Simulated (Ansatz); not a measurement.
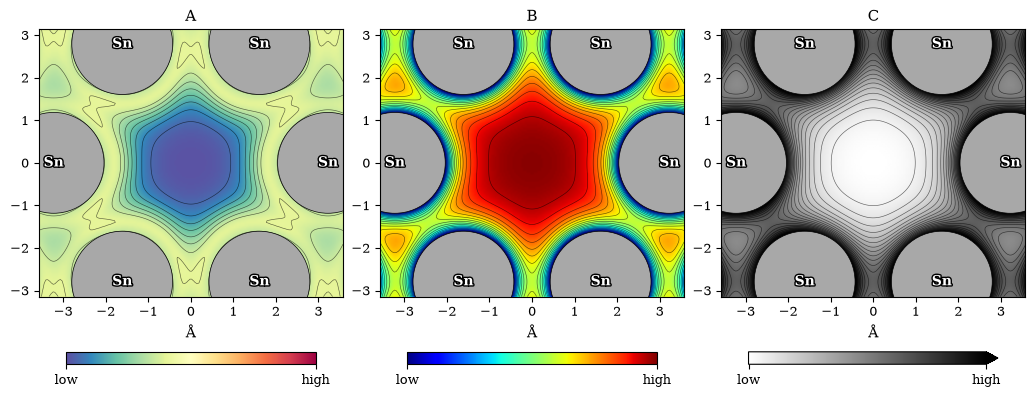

Sn: 3 fields on the (111) plane of the conventional cell, with unlabelled colour scales. Grey discs cover the atomic cores.

Space group Pm-3m; a structure generated by program, which may or may not match a known phase.

Computed with Ansatz 0.2.0, DFT PBE, scalar-relativistic, plane waves, PAW.

### Match the panels to the quantities (electron localisation function, electrostatic potential energy of an electron and valence pseudo-density).

Panel A: electron localisation function. Panel B: electrostatic potential energy of an electron (low next to the atoms, rising into the space between them). Panel C: valence pseudo-density. From the grid: Sn–Sn (3.22 Å): ρ at the midpoint is about 0.18 e/Å³; the ELF is about 0.40 at the midpoint.
